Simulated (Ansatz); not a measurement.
Geometry relaxation of Ag (part 2 of 2)

Ag (Ia-3, 8 atoms in the cell); DFT PBE, scalar-relativistic, plane waves, PAW, no spin polarisation (Ansatz 0.2.0); cutoff 420 eV, 4×4×4 k-mesh, Gaussian smearing of 0.1 eV. The structure was made by swapping elements on the sites of another compound; it need not be a known phase. It belongs to a series of runs on one base structure; here: Si type (Ia-3, No. 206).

Geometry of the input (Å; fractional positions):
```
-3.3731  3.3731  3.3731
3.3731  -3.3731  3.3731
3.3731  3.3731  -3.3731
Ag 0.2060  0.2060  0.2060
Ag 0.5000  0.0000  0.2940
Ag 0.2940  0.5000  -0.0000
Ag -0.0000  0.2940  0.5000
Ag 0.7940  0.7940  0.7940
Ag 0.5000  0.0000  0.7060
Ag 0.7060  0.5000  -0.0000
Ag -0.0000  0.7060  0.5000
```

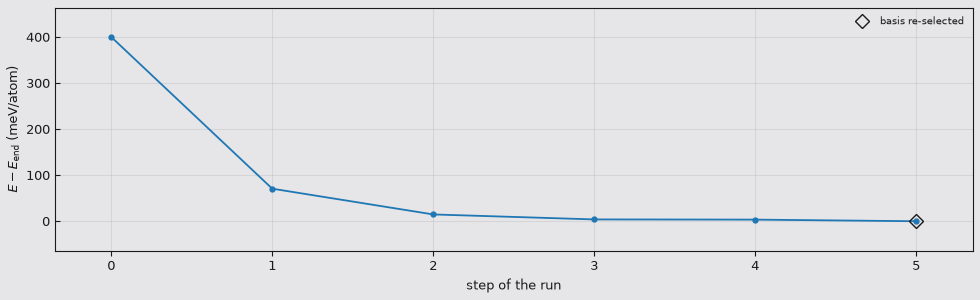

*Progress of the relaxation, step by step (the first geometry is step 0 here and step 1 in the log).*

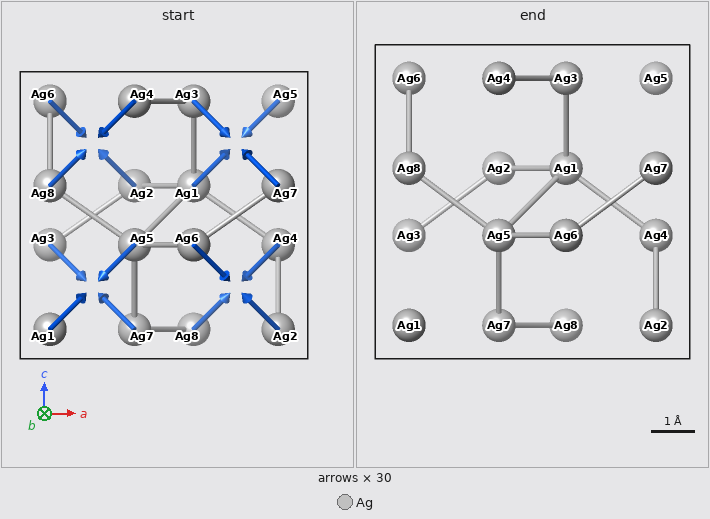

*Before (left) and after (right) the relaxation, at one scale (ball-and-stick view of the cell 2 times as large as that of the calculation, set on its symmetry axes, along the b axis). The blue arrows give the displacements (without the part carried along by the change of the cell), magnified 30 times.*

The energy falls by 397 meV per atom in 4 geometry steps. The largest force component goes from 0.93 to 0.0025 eV/Å. Pressure: 26.98 GPa at the start and 0.32 GPa at the end. The largest moves relative to the cell, 0.050 Å, are those of 8 atoms (Ag1, Ag2, Ag3, Ag4 and others). The volume changes by +30.7 %, with a = b = c 6.746 → 7.376 Å (+9.3 %). Among the contacts that change: Ag1–Ag5 2.407 → 2.731 Å, Ag1–Ag2 2.422 → 2.635 Å. The space group stays Ia-3 (No. 206). A last SCF at the same geometry on a re-selected plane-wave basis shifts the energy by −3.5 meV per atom. (Atoms are counted from 1 in the order of the input.)

```
basis re-selected at this cell: Δ(F+E_penalty+E_count) = -2.817e-2 eV, ΔP = +0.324 GPa vs the last step (what re-selecting the basis moved, of the pressure what is left beyond the Pulay correction that the steps carried, after the strain that the cell walked since its last selection, with what the two solves' SCF thresholds leave and, on support functions, any second-order correction that the steps lacked; it is no measure of the basis error at this ecutwfc). The dense FFT grid was sized anew with the basis: this SCF ran on 45×45×45 points, the steps before it on 40×40×40, so part of this shift can come from that change (see relax.cell in the input reference). This SCF's stress stands 3.25e-1 GPa from its target on what of the cell is left free (relax.cell.stress_tol is 4.00e-1 GPa) and its largest allowed force component is 2.49e-3 eV/Å (relax.f_tol is 4.00e-2 eV/Å): within both
SCF converged after 6 iterations
Free energy (F): -60718.927550 eV
Harris-Foulkes:  -60718.927550 eV  (|F-HF|=4.22e-10)
Internal energy: -60718.897020 eV  (E = F + TS)
E sigma→0 (E₀):  -60718.912285 eV
Entropy (-TS):   -0.030530 eV (-3.816 meV/atom)
Fermi energy:    10.361487 eV
--- Per-component energies (eV) ---
  E_band       = -2878.032409
  E_kinetic    = 4218.987620
  E_local      = -23761.022727  (includes V_loc(G=0)·N_el)
  E_nonlocal   = 646.453357
  E_hartree    = 10595.770314
  E_xc         = -1470.280419
  E_vxc        = -1866.790484  (∫ρ·V_xc dr)
  E_paw        = -31224.528496  (= ΣΔE_a)
  E_vpaw       = -3307.207251  (= ΣTr[D̂ρ^β])
  E_aug_tail   = 0.002513  (compensation charges beyond the density's cutoff)
  E_ewald      = -19724.279182
  E_smearing   = -0.030530  (= −TS)
  E_closure    = 0.000000  (closes the sum)
  Σ components = -60718.927550   (vs F -60718.927550, Δ=0.00e0)
--- Forces (eV/Å), atoms counted from 1 ---
  atom   1  Ag     0.00248553     0.00248553     0.00248553
  atom   2  Ag    -0.00248553    -0.00248553     0.00248553
  atom   3  Ag     0.00248553    -0.00248553    -0.00248553
  atom   4  Ag    -0.00248553     0.00248553    -0.00248553
  atom   5  Ag    -0.00248553    -0.00248553    -0.00248553
  atom   6  Ag     0.00248553     0.00248553    -0.00248553
  atom   7  Ag    -0.00248553     0.00248553     0.00248553
  atom   8  Ag     0.00248553    -0.00248553     0.00248553
  max |Σ_I F_I| component: 2.78e-17 eV/Å
--- Stress (GPa, compression-positive) ---
        0.324684       0.000000      -0.000000
        0.000000       0.324684      -0.000000
        0.000000       0.000000       0.324684
  P = ⅓ Tr σ = 0.3247 GPa (3.247 kbar)
--- Band table (eV; the first three rows and the last of 8) ---
  k-point 0: bands = ["-81.2670", "-81.2604", "-81.2456", "-81.2456", "-81.2456", "-81.2392", "-81.2392", "-81.2392", "-44.8509", "-44.8509", "-44.8429", "-44.8429", "-44.7880", "-44.7880", "-44.7880", "-44.7849", "-44.7849", "-44.7849", "-44.7479", "-44.7474", "-44.7474", "-44.7474", "-44.6794", "-44.6794", "-44.6794", "-44.6663", "-44.6624", "-44.6624", "-44.6624", "-44.6588", "-44.6588", "-44.6588", "4.7503", "5.1293", "5.1293", "5.2690", "5.2690", "5.2690", "5.2970", "5.2970", "5.3061", "5.3061", "5.3061", "5.5015", "5.9302", "5.9302", "5.9302", "5.9620", "5.9620", "5.9620", "5.9897", "6.3213", "6.3213", "6.3213", "6.3852", "6.3852", "6.3852", "6.3861", "6.3861", "6.9957", "6.9957", "7.0148", "7.0148", "7.0148", "7.1383", "7.1383", "7.1383", "7.1419", "7.1419", "7.1419", "7.7559", "7.7559", "7.7559", "10.9987", "11.2229", "11.2229", "11.2229", "11.7617", "11.7617", "11.7617", "12.0124", "12.0124", "12.6731", "12.6731", "12.6731", "16.1965", "16.2441", "16.2441", "20.0267", "20.0267", "20.0267", "22.8638"]
  k-point 1: bands = ["-81.2650", "-81.2596", "-81.2501", "-81.2491", "-81.2446", "-81.2401", "-81.2367", "-81.2365", "-44.8495", "-44.8477", "-44.8439", "-44.8427", "-44.8128", "-44.8116", "-44.7896", "-44.7867", "-44.7621", "-44.7614", "-44.7472", "-44.7468", "-44.7395", "-44.7392", "-44.6837", "-44.6768", "-44.6768", "-44.6736", "-44.6653", "-44.6647", "-44.6639", "-44.6613", "-44.6592", "-44.6588", "5.0548", "5.1078", "5.1625", "5.1769", "5.2475", "5.3165", "5.3393", "5.3676", "5.4044", "5.4145", "5.4234", "5.5874", "5.6616", "5.7547", "5.7820", "5.8706", "5.8908", "6.0307", "6.0357", "6.1702", "6.2844", "6.3052", "6.3321", "6.3879", "6.4675", "6.5154", "6.6386", "6.7591", "6.8990", "6.9755", "7.0283", "7.0341", "7.1000", "7.1275", "7.1831", "7.2910", "7.3573", "7.3731", "7.6455", "7.7200", "7.7209", "9.0953", "10.3216", "10.3400", "10.7030", "10.8771", "11.9950", "12.2404", "13.2379", "13.3710", "14.0823", "14.2039", "14.9905", "15.1028", "15.2205", "16.6610", "19.8119", "19.9859", "20.2212", "20.5243"]
  k-point 2: bands = ["-81.2604", "-81.2604", "-81.2531", "-81.2531", "-81.2423", "-81.2423", "-81.2350", "-81.2350", "-44.8463", "-44.8463", "-44.8424", "-44.8424", "-44.8241", "-44.8241", "-44.7897", "-44.7897", "-44.7557", "-44.7557", "-44.7464", "-44.7464", "-44.7236", "-44.7236", "-44.6892", "-44.6892", "-44.6716", "-44.6716", "-44.6705", "-44.6705", "-44.6626", "-44.6626", "-44.6603", "-44.6603", "5.1079", "5.1079", "5.2876", "5.2876", "5.3264", "5.3264", "5.3701", "5.3701", "5.4376", "5.4376", "5.5377", "5.5377", "5.7363", "5.7363", "5.7818", "5.7818", "5.9976", "5.9976", "6.0790", "6.0790", "6.3033", "6.3033", "6.3874", "6.3874", "6.4841", "6.4841", "6.5863", "6.5863", "6.8364", "6.8364", "7.0206", "7.0206", "7.1954", "7.1954", "7.4014", "7.4014", "7.4573", "7.4573", "7.6247", "7.6247", "7.7303", "7.7303", "9.8650", "9.8650", "10.4353", "10.4353", "13.0882", "13.0882", "13.2898", "13.2898", "15.0713", "15.0713", "15.8729", "15.8729", "16.6552", "16.6552", "18.0164", "18.0164", "19.3126", "19.3126"]
  k-point 7: bands = ["-81.2562", "-81.2562", "-81.2562", "-81.2499", "-81.2499", "-81.2499", "-81.2349", "-81.2286", "-44.8477", "-44.8477", "-44.8477", "-44.8409", "-44.8409", "-44.8409", "-44.7537", "-44.7537", "-44.7537", "-44.7524", "-44.7351", "-44.7351", "-44.7351", "-44.7184", "-44.7184", "-44.7184", "-44.6733", "-44.6667", "-44.6667", "-44.6659", "-44.6659", "-44.6659", "-44.6601", "-44.6601", "5.1704", "5.1704", "5.1704", "5.3578", "5.3578", "5.3578", "5.4691", "5.4691", "5.4691", "5.4803", "5.4803", "5.4803", "5.8066", "5.8066", "5.9616", "6.0533", "6.0533", "6.0533", "6.1624", "6.1624", "6.1624", "6.3194", "6.3194", "6.3194", "6.3478", "6.3478", "6.4350", "6.4350", "6.4350", "6.9862", "7.1329", "7.1329", "7.1329", "7.4221", "7.4221", "7.4221", "7.6688", "7.6688", "7.6913", "7.6913", "8.6248", "8.6248", "8.6248", "8.6286", "8.6286", "8.6286", "14.1232", "14.3171", "14.3171", "14.3171", "14.8108", "14.8108", "14.8108", "16.0204", "19.5171", "19.5171", "19.5171", "20.5653", "20.5653", "20.5653"]
--- Relaxed structure (5 steps of the walk, 5 accepted, 1 SCFs on fresh bases) ---
  F+E_penalty+E_count = -60718.92755020 eV   max|allowed force component| = 2.486e-3 eV/Å   (the final SCF, on the basis selected at the relaxed cell)
  cell:  # Å, volume = 200.6066 Å³
    - [-3.687752503881521, 3.687752503881521, 3.687752503881521]
    - [3.687752503881521, -3.687752503881521, 3.687752503881521]
    - [3.687752503881521, 3.687752503881521, -3.687752503881521]
  atoms:
    - { symbol: Ag, position: [0.21378728050379442, 0.21378728050379442, 0.21378728050379442] }
    - { symbol: Ag, position: [0.5, 0.0, 0.2862127194962056] }
    - { symbol: Ag, position: [0.2862127194962056, 0.5, 0.0] }
    - { symbol: Ag, position: [1.3877787807814457e-17, 0.2862127194962056, 0.5] }
    - { symbol: Ag, position: [0.7862127194962056, 0.7862127194962056, 0.7862127194962056] }
    - { symbol: Ag, position: [0.5, 0.0, 0.7137872805037944] }
    - { symbol: Ag, position: [0.7137872805037944, 0.5, 0.0] }
    - { symbol: Ag, position: [0.0, 0.7137872805037944, 0.5] }
```

## Results in brief

| quantity | value |
| --- | --- |
| outcome | converged |
| space group (tolerance 0.01 Å) | Ia-3 (206) |
| electrons treated | 152 |
| free energy | −60718.9276 eV |
| Fermi energy | 10.361 eV |
| gap on the k-point mesh | none (metallic) |
| pressure | 0.32 GPa |
| final volume | 200.61 Å³ |
| largest force (length of the vector) at the end | 0.004 eV/Å |
| final cell | a = 6.387 Å, b = 6.387 Å, c = 6.387 Å, α = 109.47°, β = 109.47°, γ = 109.47° |
| wall time | 22 s |
| peak memory | 0.63 GiB |
